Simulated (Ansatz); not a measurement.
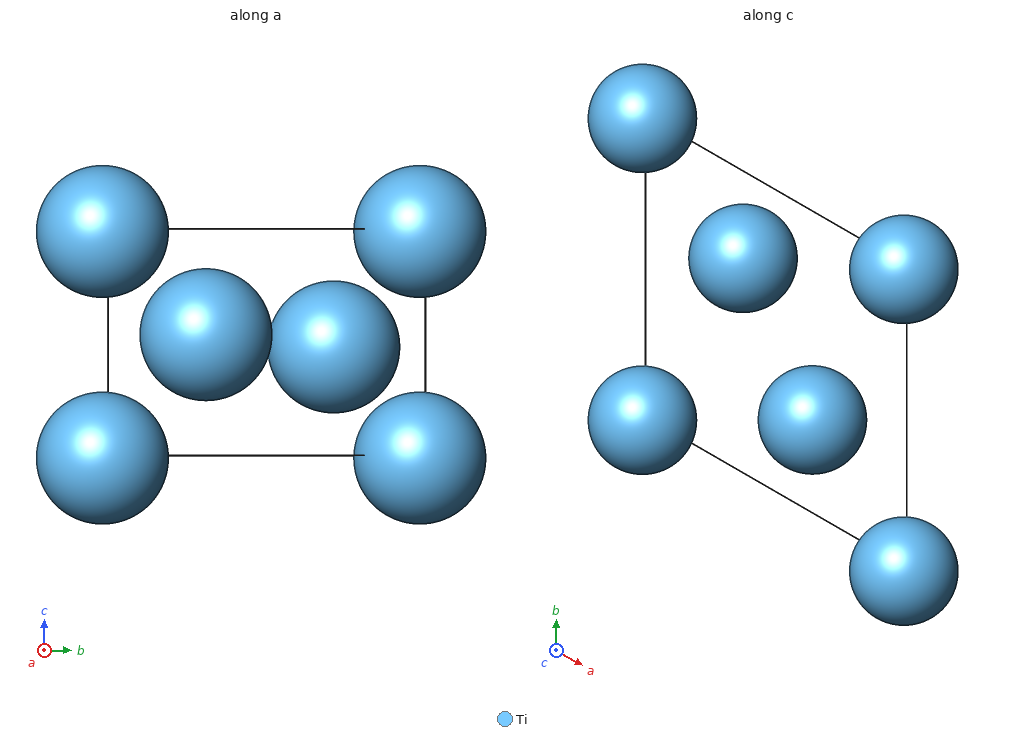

We look at a spheres-only model of the crystal along the a axis and along the c axis. The edges of the simulation cell are marked.

Input for the calculation:
```yaml
crystal:
  lattice:
    - [4.5680217014, 0.0, 0.0]
    - [-2.2840108507, 3.9560228385, 0.0]
    - [0.0, 0.0, 2.8245629376]
  atoms:
    - { symbol: Ti, position: [-0.0117986715, -0.0183446973, -0.0116619203] }
    - { symbol: Ti, position: [0.3731604136, 0.71048115, 0.4787994149] }
    - { symbol: Ti, position: [0.6386382579, 0.3078635473, 0.5328625054] }
basis:
  ecutwfc: 500
kpoints:
  mp_grid: { grid: [12, 12, 12] }
hamiltonian:
  xc: r2scan
scf:
  occupations: { method: gaussian, width: 0.15 }
output:
  forces: true
  stress: true
  eigenvalues: true
```
Run as:
```sh
ansatz run input.yaml --threads 1 --pin off --max-ram 2560MiB --backend cpu --events-out ev --progress --plain --runs-dir out
```

Computational set-up: Ansatz, DFT r2SCAN, scalar-relativistic, plane waves, PAW, E_cut = 500 eV, a 12×12×12 sampling of the Brillouin zone, Gaussian smearing of 0.15 eV, no spin polarisation.

Classify it as metallic or gapped, with the value.

Answer. A metal: bands cross the Fermi level.

What is the computed pressure?

Answer. The computed pressure is 1.6 GPa (compressed: it would expand). The stress isn't hydrostatic: its largest component is 2.2 GPa.

Starting structure: a structure listed in the Materials Project. The cell was then strained or its atoms displaced on purpose. Ansatz was used for an electronic-structure calculation on it.

At this level of theory the cell isn't at rest (forces up to 1.6 eV/Å), so its distances can differ from those at equilibrium, the more so the softer the solid.
